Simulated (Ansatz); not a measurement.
System: rocksalt AgBr, space group Fm-3m, 2 atoms in the primitive cell, relaxed with r2SCAN.

```xyz
2
Lattice="0.0000 2.8927 2.8927 2.8927 0.0000 2.8927 2.8927 2.8927 0.0000" Properties=species:S:1:pos:R:3 pbc="T T T"
Ag    0.0000    0.0000    0.0000
Br    2.8927    2.8927    2.8927
```

Method: PBE, Ansatz PAW set, no spin polarisation, no spin-orbit coupling, 8×8×8 k mesh, 420 eV cutoff, Fermi-Dirac smearing of 0.02 eV (Ansatz).

What will the band structure and density of states look like? The path is Γ–X–U|K–Γ–L–W–X.

The material is gapped. The gap along this path is 0.68 eV and indirect, from the valence-band top at L to the conduction-band bottom at Γ; the smallest direct gap is 2.53 eV, at Γ. Two bands meet at the valence-band top at L: it is doubly degenerate (spin aside). The direct gaps are 3.80 eV at L, 3.88 eV at X and 2.53 eV at Γ.

Spin-orbit coupling is left out, which matters for Br. LDA, GGA and most meta-GGA functionals understate gaps.

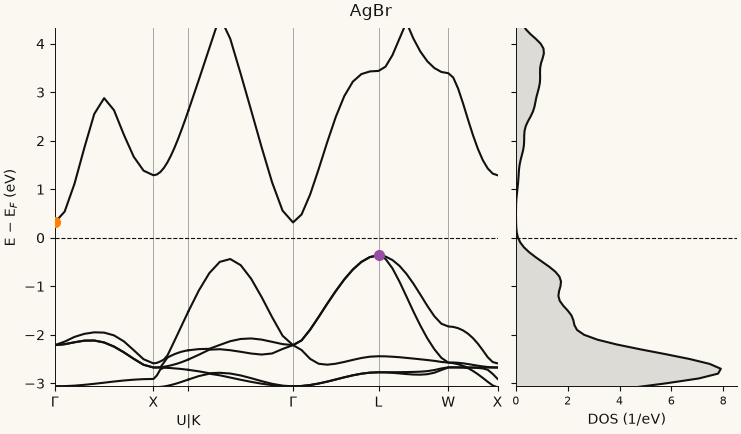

Band structure and density of states. Energies are counted from the Fermi level. The DOS curve is built from the levels of the k mesh with Gaussians 0.55 eV wide, which also blur the band edges; ripples of that width can come from the mesh.
